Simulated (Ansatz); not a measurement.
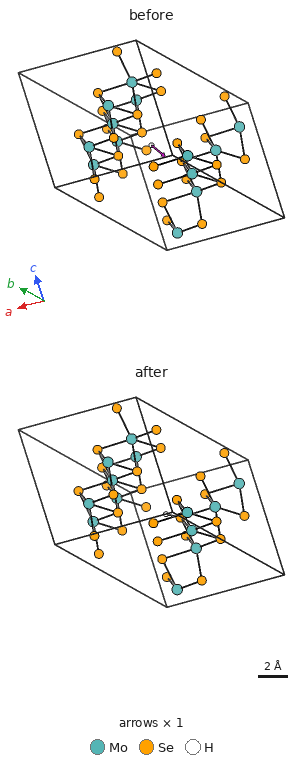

The structure of a defect cell of composition Mo13HSe26 before (top) and after (bottom) a relaxation, at one scale. The purple arrows give the displacements, at their true length.

The picture is a ball-and-stick view of the cell of the calculation, reduced to other axes (origin shifted), seen from a free direction. Lengths and directions refer to the drawn axes.

Case: H interstitial, charge +0, atoms relaxed at the host's cell.

All numbers below come from Ansatz, DFT PBE, scalar-relativistic, plane waves, PAW. Set-up: plane-wave cutoff 420 eV; k-point mesh 2 × 2 × 2; occupations gaussian; smearing width 0.01 eV; mesh shifted by (0.5, 0.5, 0.5); collinear spin; atoms relaxed in a fixed cell; force threshold 0.025 eV/Å; at most 45 steps.

Question: Describe what moved and what it gained.

Answer: The run was cut off at its time limit before the relaxation converged, so the last structure is only a point on the way. Over 12 geometry steps the energy falls by 0.366 eV per cell of the calculation. Largest force component: 0.17 eV/Å at the start, 0.22 eV/Å at the end. The H atom moves most: 1.42 Å roughly along [0 −3 −1]. Largest moves by element: H 1.42 Å, Se 0.10 Å, Mo 0.06 Å. The lattice vectors keep their values. Some distances before and after: H–Se 2.546 → 1.614 Å, Mo–Se 2.542 → 2.654 Å, Mo–Se 2.542 → 2.581 Å, Mo–Se 2.542 → 2.526 Å. New bonds form, among them: H–Se (2.55 → 1.61 Å). Cost: 81 min on 4 threads of Intel(R) Xeon(R) Processor @ 2.50GHz (Skylake/Cascade Lake), on a shared host, peak memory 6.5 GiB.
